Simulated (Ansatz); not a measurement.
**Run report: BeS, geometry relaxation**

BeS (F-43m, 2 atoms in the cell), computed with DFT, r2SCAN+rVV10, plane waves, PAW, no spin polarisation (Ansatz 0.2.0).

The structure was built on a prototype by a generator. The geometry comes from this level: PBEsol.

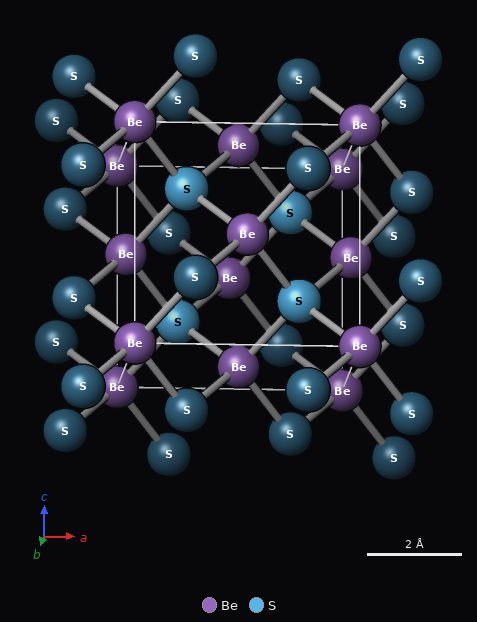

Figure 1. The structure as given in the input (ball-and-stick view of the cell 4 times as large as that of the calculation, set on its symmetry axes, seen at an oblique angle; neighbours outside the cell are drawn fainter). An atom can appear more than once, as a periodic image. Near neighbours in the periodic cell (some may lie outside the picture): Be has 4 S at 2.09 Å; S has 4 Be at 2.09 Å.

**Input**
```yaml
crystal:
  lattice:
    - [0.0, 2.4190010147, 2.4190010147]
    - [2.4190010147, 0.0, 2.4190010147]
    - [2.4190010147, 2.4190010147, 0.0]
  atoms:
    - { symbol: Be, position: [0.0, 0.0, 0.0] }
    - { symbol: S, position: [0.25, 0.25, 0.25] }
kpoints:
  mp_grid: { grid: [8, 8, 8] }
hamiltonian:
  xc: r2scan
  dispersion: rvv10
scf:
  occupations: { method: fermi_dirac, width: 0.03 }
relax:
  f_tol: 0.01
  cell: {}
  max_steps: 120
```

Run as:
```bash
ansatz run input.yaml --threads 2 --pin off --max-ram 2211MiB --backend cpu --events-out ev --progress --plain --runs-dir out
```

**Log**
```
Engine: ansatz 0.2.0, aarch64-unknown-linux-gnu
Pseudopotentials: kind: paw
Pseudopotential: Be, paw, valence charge 2, recommended cutoff 500 eV (meta_gga), Be.paw.azcp
Pseudopotential: S, paw, valence charge 6, recommended cutoff 500 eV (meta_gga), S.paw.azcp
Functional definition: r2SCAN+rVV10
  parameter k0 = 0.174
  parameter k1 = 0.065
  parameter a1 = 4.9479
  exchange = r2scan_x(k0 = k0, k1 = k1, a1 = a1)
  correlation = r2scan_c + rvv10(11.95, 0.0093)
Crystal: 2 atoms, lattice volume = 28.310 Å³
Basis set: ecut = 500 eV, 725 PW (Γ), exchange–correlation on 120×120×120 points (64 copies of the dense FFT grid, shifted against one another)
Bands: 8, of which v1, the nominal top of the filled ones, is band 4 counted from 1 (3 counted from 0)
Symmetry: 24 space group operations
Space group: F-43m (ITA 216), of the structure as read, at distance tolerance 3.0e-5 Å
k-points: 29 of 512 (time reversal used)
Non-local potential: Be, projectors of the file, l = 0: 2, l = 1: 2, l = 2: 1
Non-local potential: S, projectors of the file, l = 0: 2, l = 1: 2, l = 2: 2
PAW form: soft (Blöchl's): semilocal exchange-correlation on the pseudo side does not see the compensation charge
rVV10 density: all electrons in the spheres
PAW frozen core: Be, regenerated for the run's functional (the file was generated under x = pbe(κ = 0.804, μ = 0.2195149727645171), c = pbe(β = 0.06672455060314922))
PAW frozen core: S, regenerated for the run's functional (the file was generated under x = pbe(κ = 0.804, μ = 0.2195149727645171), c = pbe(β = 0.06672455060314922))
PAW one-centre angular grid: Be, 302 points (default); XC on 255 of its mesh's 2635 points in the sphere
PAW one-centre angular grid: S, 302 points (default); XC on 160 Gauss nodes
Initial density: superposition of atomic densities (neutral atoms: chi_scale 0, normalization atom), corrected by the library's trained network
Initial wavefunctions: pseudopotential atomic-orbital guess
Functional: x = r2scan, c = r2scan + rvv10(b = 11.95, C = 0.0093); τ floored in thin density (d = 2e-4 eV/Å³)
SCF iter   1: F=—  HF=-1000.882720 eV  |F-HF|=—  |Δ(HF+E_count)|=         —  Δρ=4.76e-3  dr2=5.31e-3  dr2_τ=3.00e-2  ethr=1.77e-3  ⟨swp⟩=5.3  Hψ=1954  notcnv=0
preconditioner: auto → none  [insulator: Δε(μ)=3.383 eV  Ē_g=13.665 eV  σ=0.030 eV  W_gap=1.00  n_scr=0 (ndim 8)  ℏωp=19.7 eV  f_vac=0.000  D(μ)=0.00/eV (n_scr^D=0)  ε∞_Penn≈3.1]
SCF iter   2: F=—  HF=-1000.956306 eV  |F-HF|=—  |Δ(HF+E_count)|=   7.36e-2  Δρ=3.05e-3  dr2=2.16e-3  dr2_τ=3.57e-5  ethr=6.64e-5  ⟨swp⟩=2.5  Hψ=714  notcnv=0
SCF iter   3: F=—  HF=-1000.956989 eV  |F-HF|=—  |Δ(HF+E_count)|=   6.84e-4  Δρ=1.46e-3  dr2=8.92e-4  dr2_τ=5.43e-5  ethr=2.70e-5  ⟨swp⟩=2.0  Hψ=458  notcnv=0
SCF iter   4: F=—  HF=-1000.956785 eV  |F-HF|=—  |Δ(HF+E_count)|=   2.04e-4  Δρ=3.00e-4  dr2=3.73e-5  dr2_τ=9.41e-7  ethr=1.11e-5  ⟨swp⟩=2.3  Hψ=339  notcnv=0
SCF iter   5: F=—  HF=-1000.956790 eV  |F-HF|=—  |Δ(HF+E_count)|=   5.50e-6  Δρ=6.06e-5  dr2=1.06e-6  dr2_τ=2.73e-8  ethr=4.67e-7  ⟨swp⟩=2.0  Hψ=342  notcnv=0
SCF iter   6: F=-1000.956791 eV  HF=-1000.956791 eV  |F-HF|=8.47e-9  |Δ(HF+E_count)|=   4.56e-7  Δρ=1.21e-5  dr2=5.43e-8  dr2_τ=1.01e-9  ethr=1.25e-9  ⟨swp⟩=3.0  Hψ=861  notcnv=0
SCF 1 converged in 6 iterations: F = -1000.956791 eV  dr2 = 5.43e-8
  greatest PAW one-centre occupation: 0.868 electrons in one spin orbital (limit 2), on the S atom at site 1 (counted from 0), in its partial waves of l = 0
relax step   1: F+E_penalty+E_count = -1000.95679086 eV  Δ(F+E_penalty+E_count) = +0.000e0 eV  max|allowed force component| = 1.579e-16 eV/Å  Δτ_max = 0.0000 Å  P = +1.271 GPa  Ω = 28.310 Å³  (6 SCF iters, dr2 threshold 1.00e-7 eV, accepted)
Crystal: 2 atoms, lattice volume = 28.522 Å³
rVV10 density: all electrons in the spheres
Initial density: handed on by an earlier stage of this run
Initial wavefunctions: those handed on with the density
iter 1 solved again at ethr=1.67e-6 eV; its pass at ethr=3.10e-3 eV (dr2=1.34e-4 eV) is discarded
SCF iter   1: F=—  HF=-1000.957780 eV  |F-HF|=—  |Δ(HF+E_count)|=         —  Δρ=5.67e-4  dr2=1.28e-4  dr2_τ=5.53e-5  ethr=1.67e-6  ⟨swp⟩=2.1  Hψ=1947  notcnv=0
automatic band count: iteration 1 solves 7 bands in place of 8: the levels show a gap, and the empty bands left out lie too high to hold charge; the band table lists the bands solved (type scf.n_extra_bands for more)
preconditioner: auto → none  [insulator: Δε(μ)=3.511 eV  Ē_g=12.838 eV  σ=0.030 eV  W_gap=1.00  n_scr=0 (ndim 8)  ℏωp=19.7 eV  f_vac=0.000  D(μ)=0.00/eV (n_scr^D=0)  ε∞_Penn≈3.3]
SCF iter   2: F=—  HF=-1000.957944 eV  |F-HF|=—  |Δ(HF+E_count)|=   1.64e-4  Δρ=2.38e-4  dr2=2.24e-5  dr2_τ=2.19e-7  ethr=1.60e-6  ⟨swp⟩=2.9  Hψ=341  notcnv=0
SCF iter   3: F=—  HF=-1000.957942 eV  |F-HF|=—  |Δ(HF+E_count)|=   2.23e-6  Δρ=6.41e-5  dr2=1.45e-6  dr2_τ=1.88e-7  ethr=2.80e-7  ⟨swp⟩=2.3  Hψ=327  notcnv=0
SCF iter   4: F=-1000.957941 eV  HF=-1000.957941 eV  |F-HF|=2.54e-9  |Δ(HF+E_count)|=   4.32e-7  Δρ=1.47e-5  dr2=4.20e-8  dr2_τ=1.44e-9  ethr=2.50e-9  ⟨swp⟩=4.9  Hψ=688  notcnv=0
SCF 2 converged in 4 iterations: F = -1000.957941 eV  dr2 = 4.20e-8
relax step   2: F+E_penalty+E_count = -1000.95794107 eV  Δ(F+E_penalty+E_count) = -1.150e-3 eV  max|allowed force component| = 4.510e-17 eV/Å  Δτ_max = 0.0000 Å  P = +0.505 GPa  Ω = 28.522 Å³  energy of the carried Pulay correction = -2.224e-5 eV  (4 SCF iters, dr2 threshold 2.00e-7 eV, accepted)
Crystal: 2 atoms, lattice volume = 28.664 Å³
rVV10 density: all electrons in the spheres
iter 1 solved again at ethr=7.24e-7 eV; its pass at ethr=3.10e-3 eV (dr2=5.79e-5 eV) is discarded
SCF iter   1: F=—  HF=-1000.958081 eV  |F-HF|=—  |Δ(HF+E_count)|=         —  Δρ=3.71e-4  dr2=5.53e-5  dr2_τ=2.42e-5  ethr=7.24e-7  ⟨swp⟩=2.1  Hψ=1951  notcnv=0
automatic band count: iteration 1 solves 7 bands in place of 8: the levels show a gap, and the empty bands left out lie too high to hold charge; the band table lists the bands solved (type scf.n_extra_bands for more)
preconditioner: auto → none  [insulator: Δε(μ)=3.521 eV  Ē_g=12.813 eV  σ=0.030 eV  W_gap=1.00  n_scr=0 (ndim 8)  ℏωp=19.6 eV  f_vac=0.000  D(μ)=0.00/eV (n_scr^D=0)  ε∞_Penn≈3.3]
SCF iter   2: F=—  HF=-1000.958154 eV  |F-HF|=—  |Δ(HF+E_count)|=   7.27e-5  Δρ=1.57e-4  dr2=9.78e-6  dr2_τ=9.91e-8  ethr=6.91e-7  ⟨swp⟩=2.9  Hψ=343  notcnv=0
SCF iter   3: F=—  HF=-1000.958153 eV  |F-HF|=—  |Δ(HF+E_count)|=   7.78e-7  Δρ=4.32e-5  dr2=6.51e-7  dr2_τ=8.48e-8  ethr=1.22e-7  ⟨swp⟩=2.3  Hψ=327  notcnv=0
SCF iter   4: F=-1000.958153 eV  HF=-1000.958153 eV  |F-HF|=7.67e-10  |Δ(HF+E_count)|=   1.91e-7  Δρ=9.97e-6  dr2=1.88e-8  dr2_τ=6.50e-10  ethr=2.50e-9  ⟨swp⟩=4.6  Hψ=660  notcnv=0
SCF 3 converged in 4 iterations: F = -1000.958153 eV  dr2 = 1.88e-8
relax step   3: F+E_penalty+E_count = -1000.95815325 eV  Δ(F+E_penalty+E_count) = -2.122e-4 eV  max|allowed force component| = 2.776e-17 eV/Å  Δτ_max = 0.0000 Å  P = +0.009 GPa  Ω = 28.664 Å³  energy of the carried Pulay correction = -3.696e-5 eV  (4 SCF iters, dr2 threshold 2.00e-7 eV, accepted)
rVV10 density: all electrons in the spheres
Initial wavefunctions: pseudopotential atomic-orbital guess (no wavefunctions were taken with the density)
iter 1 solved again at ethr=4.22e-7 eV; its pass at ethr=3.10e-3 eV (dr2=3.38e-5 eV) is discarded
SCF iter   1: F=—  HF=-1000.958191 eV  |F-HF|=—  |Δ(HF+E_count)|=         —  Δρ=1.37e-5  dr2=2.35e-8  dr2_τ=1.18e-8  ethr=4.22e-7  ⟨swp⟩=2.7  Hψ=2567  notcnv=0
eigensolver tolerance schedule: the retry pair's looser diagonalisation over-reported the residual by 1437.91 of it (diagonalisation noise at 0.24 of the residual, at the tolerance the schedule requests for it); recorded, not acted on — ethr = c·dr2/N_el stays at c = 1.0e-1
preconditioner: auto → none  [insulator: Δε(μ)=3.520 eV  Ē_g=13.592 eV  σ=0.030 eV  W_gap=1.00  n_scr=0 (ndim 8)  ℏωp=19.6 eV  f_vac=0.000  D(μ)=0.00/eV (n_scr^D=0)  ε∞_Penn≈3.1]
SCF iter   2: F=—  HF=-1000.958191 eV  |F-HF|=—  |Δ(HF+E_count)|=   4.73e-9  Δρ=5.88e-6  dr2=2.52e-9  dr2_τ=1.22e-9  ethr=2.93e-10  ⟨swp⟩=2.3  Hψ=360  notcnv=0
SCF iter   3: F=—  HF=-1000.958191 eV  |F-HF|=—  |Δ(HF+E_count)|=   5.51e-9  Δρ=2.29e-6  dr2=3.85e-10  dr2_τ=1.70e-10  ethr=3.15e-11  ⟨swp⟩=2.0  Hψ=348  notcnv=0
SCF iter   4: F=-1000.958191 eV  HF=-1000.958191 eV  |F-HF|=1.36e-12  |Δ(HF+E_count)|=  9.84e-10  Δρ=9.26e-8  dr2=1.84e-12  dr2_τ=2.26e-13  ethr=1.00e-12  ⟨swp⟩=4.9  Hψ=1044  notcnv=0
SCF 4 converged in 4 iterations: F = -1000.958191 eV  dr2 = 1.84e-12
relax step   4: F+E_penalty+E_count = -1000.95819142 eV  Δ(F+E_penalty+E_count) = -3.817e-5 eV  max|allowed force component| = 2.891e-17 eV/Å  Δτ_max = 0.0000 Å  P = +0.009 GPa  Ω = 28.664 Å³  stress off target by 9.47e-3 GPa  SCF on the basis re-selected at this cell (its energy is not comparable with the rows above)  (4 SCF iters)
```

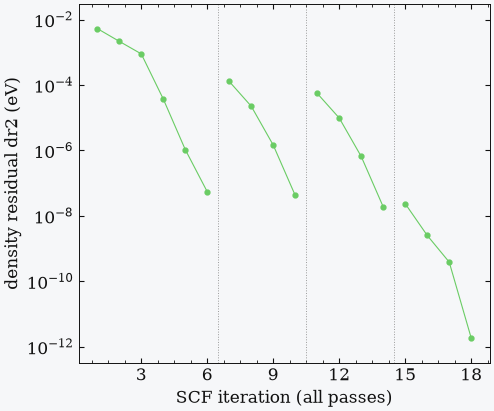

Figure 2. Convergence of the self-consistent field: density residual dr2 against the SCF iteration. The dotted lines part the SCF passes of the relaxation: geometry steps, rejected trials and re-solves on a re-selected basis. The passes take 6, 4, 4 and 4 iterations.

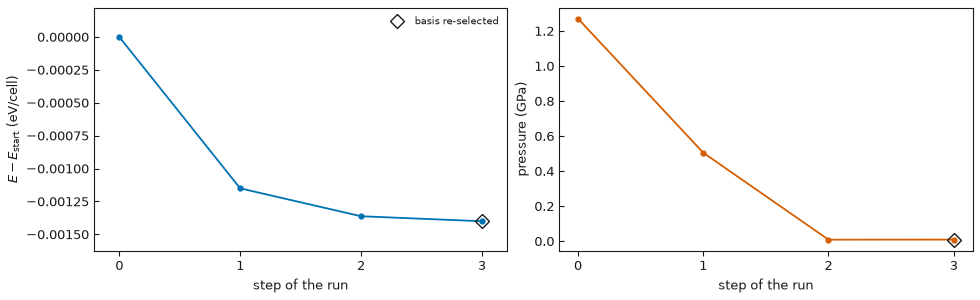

Figure 3. Progress of the relaxation, step by step (the first geometry is step 0 here and step 1 in the log). No atom moves by more than 0.005 Å relative to the cell. The energy falls by 1.4 meV per cell of the calculation in 2 geometry steps. All forces vanish by symmetry, so only the cell relaxes. Pressure: 1.27 GPa at the start and 0.01 GPa at the end. A last SCF at the same geometry on a re-selected plane-wave basis shifts the energy by next to nothing (0.0 meV per cell of the calculation).

```
basis re-selected at this cell: Δ(F+E_penalty+E_count) = -3.817e-5 eV, ΔP = +0.000 GPa vs the last step (what re-selecting the basis moved, of the pressure what is left beyond the Pulay correction that the steps carried, after the strain that the cell walked since its last selection, with what the two solves' SCF thresholds leave and, on support functions, any second-order correction that the steps lacked; it is no measure of the basis error at this ecutwfc). This SCF's stress stands 9.47e-3 GPa from its target on what of the cell is left free (relax.cell.stress_tol is 5.00e-2 GPa) and its largest allowed force component is 2.89e-17 eV/Å (relax.f_tol is 1.00e-2 eV/Å): within both
SCF converged after 4 iterations
Free energy (F): -1000.958191 eV
Harris-Foulkes:  -1000.958191 eV  (|F-HF|=1.36e-12)
Internal energy: -1000.958191 eV  (E = F + TS)
E sigma→0 (E₀):  -1000.958191 eV
Fermi energy:    6.833975 eV
--- Per-component energies (eV) ---
  E_band       = -2.107152
  E_kinetic    = 127.894804
  E_local      = -115.590941  (includes V_loc(G=0)·N_el)
  E_nonlocal   = 32.289280
  E_hartree    = 35.897598
  E_xc         = -110.577144
  E_vxc        = -117.390477  (∫ρ·V_xc dr)
  E_paw        = -670.429372  (= ΣΔE_a)
  E_vpaw       = -6.411252  (= ΣTr[D̂ρ^β])
  E_aug_tail   = 0.000001  (compensation charges beyond the density's cutoff)
  E_vtau       = 5.306224  (kinetic-family band-sum trace: ∫τ·v_τ [+ j·A + Jᵃ·Aᵃ] dr)
  E_ewald      = -300.320624
  E_core_change = -0.121794  (= ΣΔE_core)
  E_smearing   = -0.000000  (= −TS)
  E_closure    = -0.000000  (closes the sum)
  Σ components = -1000.958191   (vs F -1000.958191, Δ=0.00e0)
--- Forces (eV/Å), atoms counted from 1 ---
  atom   1  Be    -0.00000000     0.00000000    -0.00000000
  atom   2  S     -0.00000000    -0.00000000    -0.00000000
  max |Σ_I F_I| component: 9.02e-17 eV/Å
--- Stress (GPa, compression-positive) ---
        0.009470      -0.000000      -0.000000
       -0.000000       0.009470      -0.000000
       -0.000000       0.000000       0.009470
  P = ⅓ Tr σ = 0.0095 GPa (0.095 kbar)
--- Relaxed structure (3 steps of the walk, 3 accepted, 1 SCFs on fresh bases) ---
  F+E_penalty+E_count = -1000.95819142 eV   max|allowed force component| = 2.891e-17 eV/Å   (the final SCF, on the basis selected at the relaxed cell)
  cell:  # Å, volume = 28.6637 Å³
    - [-3.0572232197373543e-34, 2.429035467241177, 2.429035467241177]
    - [2.429035467241177, 1.171935567565986e-33, 2.429035467241177]
    - [2.429035467241177, 2.429035467241177, 1.1719355675659856e-33]
  atoms:
    - { symbol: Be, position: [-1.0615566413207082e-34, 3.582753664457387e-34, 3.31736450412721e-34] }
    - { symbol: S, position: [0.25, 0.25, 0.25] }
```

**Trajectory as extended XYZ (Å, eV, eV/Å), 4 frames, from step=1 to step=4**
```
2
Lattice="0.0000 2.4190 2.4190 2.4190 0.0000 2.4190 2.4190 2.4190 0.0000" Properties=species:S:1:pos:R:3:forces:R:3 step=1 energy=-1000.95679 pressure_GPa=1.27
Be    0.0000    0.0000    0.0000    0.0000   0.0000   0.0000
S     1.2095    1.2095    1.2095    0.0000   0.0000   0.0000
2
Lattice="0.0000 2.4250 2.4250 2.4250 0.0000 2.4250 2.4250 2.4250 0.0000" Properties=species:S:1:pos:R:3:forces:R:3 step=2 energy=-1000.95794 pressure_GPa=0.51
Be    0.0000    0.0000    0.0000    0.0000   0.0000   0.0000
S     1.2125    1.2125    1.2125    0.0000   0.0000   0.0000
2
Lattice="0.0000 2.4290 2.4290 2.4290 0.0000 2.4290 2.4290 2.4290 0.0000" Properties=species:S:1:pos:R:3:forces:R:3 step=3 energy=-1000.95815 pressure_GPa=0.01
Be    0.0000    0.0000    0.0000    0.0000   0.0000   0.0000
S     1.2145    1.2145    1.2145    0.0000   0.0000   0.0000
2
Lattice="0.0000 2.4290 2.4290 2.4290 0.0000 2.4290 2.4290 2.4290 0.0000" Properties=species:S:1:pos:R:3:forces:R:3 step=4 energy=-1000.95819 pressure_GPa=0.01
Be    0.0000    0.0000    0.0000    0.0000   0.0000   0.0000
S     1.2145    1.2145    1.2145    0.0000   0.0000   0.0000
```

**Results in brief**

| quantity | value |
| --- | --- |
| outcome | converged |
| space group (tolerance 0.01 Å) | F-43m (216) |
| electrons treated | 8 |
| free energy | −1000.9582 eV |
| Fermi energy | 6.834 eV |
| pressure | 0.01 GPa |
| final volume | 28.66 Å³ |
| largest force (length of the vector) at the end | under 0.001 eV/Å |
| final cell | a = 3.435 Å, b = 3.435 Å, c = 3.435 Å, α = 60.00°, β = 60.00°, γ = 60.00° |
| hardware | 2 threads of Arm Neoverse V2, 24 GiB of memory available, shared host |
| wall time | 5.7 s (CPU time 11 s) |
| peak memory | 0.41 GiB |
